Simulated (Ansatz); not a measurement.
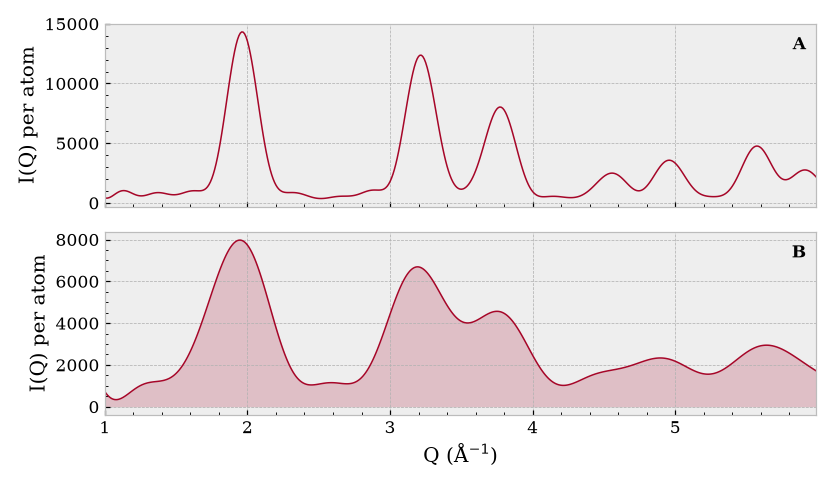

X-ray scattering of spheres cut from the crystal structure of Os (Fd-3m, a = 5.518 Å, b = 5.518 Å, c = 5.518 Å, α = 90.00°, β = 90.00°, γ = 90.00°), calculated atom by atom with the Debye equation (B = 0.5 Å², no relaxation of the surface). Structure used: the input geometry of an electronic-structure calculation (not necessarily at equilibrium); the starting structure was generated, so it need not be a known form of this composition.

### The spheres are 14 and 28 Å across. Which curve is which?

curve A: 28 Å (525 atoms); curve B: 14 Å (71 atoms). Peak widths go roughly as 2π/D, so the largest sphere has the sharpest peaks.

### Index the main peaks of the largest sphere.

Q ≈ 1.96 Å⁻¹: 111; Q ≈ 3.21 Å⁻¹: 220; Q ≈ 3.77 Å⁻¹: 311; Q ≈ 4.56 Å⁻¹: 400; Q ≈ 4.96 Å⁻¹: 331; Q ≈ 5.57 Å⁻¹: 422.
